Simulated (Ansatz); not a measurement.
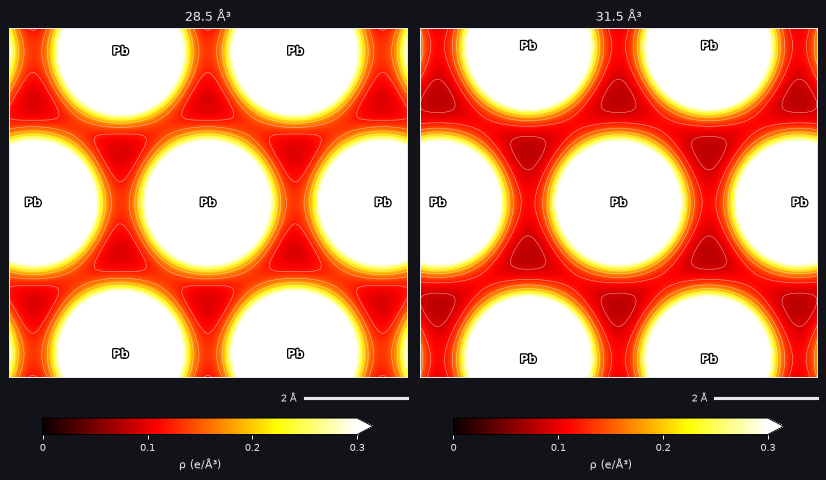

Pb. The valence pseudo-density of cells scaled evenly to different volumes (given per atom above each panel), on the (001) plane of each (indices in the axes of the cell below), at one length scale and on one colour scale.

Level of theory: Ansatz 0.2.0, Kohn-Sham DFT of a periodic cell, SVWN5, Ansatz PAW.

Core electrons are frozen (PAW), and the valence fields are smoothed inside the atomic spheres.

The largest cell:

```
Pb
1.0
     0.00000    2.50759    2.50759
     2.50759    0.00000    2.50759
     2.50759    2.50759    0.00000
Pb
1
Direct
  0.00000 0.00000 0.00000
```

| volume (Å³/atom) | Pb–Pb contact in the plane (Å) | ρ at its midpoint (e/Å³) | pressure (GPa) | 
| --- | --- | --- | --- |
| 28.50 | 3.429 | 0.133 | 0.9 | 
| 29.72 | 3.477 | ? | ? | 
| 31.54 | 3.546 | 0.112 | −3.7 | 

**Estimate the missing row, and compare with the calculation.**

Over the known rows ln ρ falls by 1.47 per Å of Pb–Pb distance (the line through the two), which gives 0.124 e/Å³ at 3.477 Å; the calculation gives 0.124 e/Å³. For the pressure, a straight line in volume between the neighbouring rows gives −0.9 GPa; the calculation gives −1.3, lower because pressure rises ever faster on compression.
